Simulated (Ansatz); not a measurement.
System: a slab cut from Si₂W (slab content Si₁₈W₉), space group I4/mmm (No. 139).

The given structure:
```
CELL_PARAMETERS angstrom
-1.60560 1.60560 3.90230
1.60560 -1.60560 3.90230
1.60560 1.60560 -3.90230
ATOMIC_POSITIONS crystal
Si 0.33480 0.33480 0.00000
Si 0.66520 0.66520 0.00000
W 0.00000 0.00000 0.00000
```

Method: spacing and rumpling of the atomic planes of a slab cut from the relaxed bulk cell along the Miller plane (conventional indices), bottom to top, after all atoms relax, plane waves with PAW datasets, Γ-centred k mesh (Ansatz 0.2.0). Level: r2SCAN, no spin polarisation.

```json
{"setting": "space group in which the indices count", "value": "139"}
{"setting": "Miller index h", "value": "1"}
{"setting": "Miller index k", "value": "0"}
{"setting": "Miller index l", "value": "2"}
{"setting": "top plane", "value": "Si"}
{"setting": "bottom plane", "value": "Si"}
{"setting": "planes", "value": "27"}
{"setting": "surface cell", "value": "(1, 1)"}
{"setting": "slab thickness as cut", "value": "10.76 Å"}
{"setting": "vacuum", "value": "15 Å"}
{"setting": "surface area", "value": "32.46 Å²"}
{"setting": "surface a", "value": "3.211 Å"}
{"setting": "surface b", "value": "10.11 Å"}
{"setting": "surface angle", "value": "90 °"}
{"setting": "slab atoms", "value": "27"}
{"setting": "wave cutoff", "value": "500 eV"}
{"setting": "k mesh", "value": "11×4×1"}
{"setting": "occupations", "value": "Gaussian"}
{"setting": "smearing width", "value": "0.1 eV"}
{"setting": "boundary", "value": "dipole corrected"}
```

What does the calculation give for the spacing change of each pair of planes? The cases: 1–2; 2–3; 3–4; 4–5; 5–6; 6–7; 7–8; 8–9; 9–10; 10–11; 11–12; 12–13; 13–14; 14–15; 15–16; 16–17; 17–18; 18–19; 19–20; 20–21; 21–22; 22–23; 23–24; 24–25; 25–26; 26–27.

The least value, −0.160 Å, is that of 2–3 and 25–26, and the largest, 0.112 Å, that of 3–4 and 24–25. In rising order: 2–3 (−0.160), 25–26 (−0.160), 5–6 (−0.097), 22–23 (−0.097), 11–12 (−0.039), 16–17 (−0.039), 7–8 (−0.029), 20–21 (−0.029), 4–5 (−0.010), 23–24 (−0.010), 12–13 (−0.004), 15–16 (−0.004), 9–10 (0.007), 18–19 (0.007), 13–14 (0.013), 14–15 (0.013), 8–9 (0.020), 19–20 (0.020), 1–2 (0.022), 26–27 (0.022), 6–7 (0.037), 21–22 (0.037), 10–11 (0.038), 17–18 (0.038), 3–4 (0.112), 24–25 (0.112), in Å. The spacing to next, in Å, is 0.442 for 1–2, 0.261 for 2–3, 0.510 for 3–4, 0.411 for 4–5, 0.324 for 5–6, 0.435 for 6–7, 0.391 for 7–8, 0.441 for 8–9, 0.406 for 9–10, 0.459 for 10–11, 0.381 for 11–12, 0.395 for 12–13, 0.433 for 13–14, 0.433 for 14–15, 0.395 for 15–16, 0.381 for 16–17, 0.459 for 17–18, 0.406 for 18–19, 0.441 for 19–20, 0.391 for 20–21, 0.435 for 21–22, 0.324 for 22–23, 0.411 for 23–24, 0.510 for 24–25, 0.261 for 25–26 and 0.442 for 26–27. The content of the two planes is Si and W for 1–2, W and Si for 2–3, Si and Si for 3–4, Si and W for 4–5, W and Si for 5–6, Si and Si for 6–7, Si and W for 7–8, W and Si for 8–9, Si and Si for 9–10, Si and W for 10–11, W and Si for 11–12, Si and Si for 12–13, Si and W for 13–14, W and Si for 14–15, Si and Si for 15–16, Si and W for 16–17, W and Si for 17–18, Si and Si for 18–19, Si and W for 19–20, W and Si for 20–21, Si and Si for 21–22, Si and W for 22–23, W and Si for 23–24, Si and Si for 24–25, Si and W for 25–26 and W and Si for 26–27.

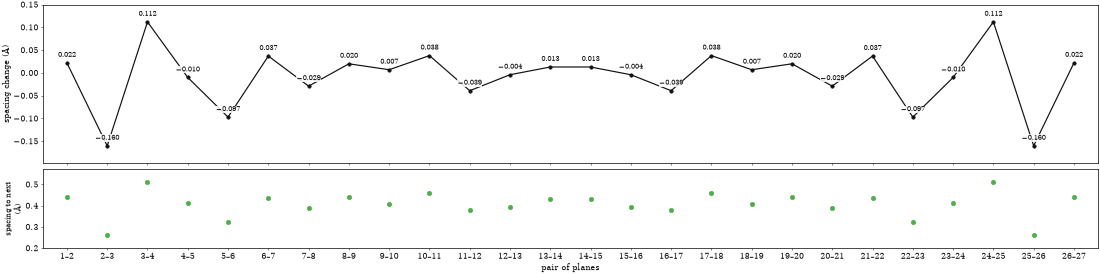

Caveats: coarse k mesh; k mesh lowers the symmetry; xc potential rough in thin density.
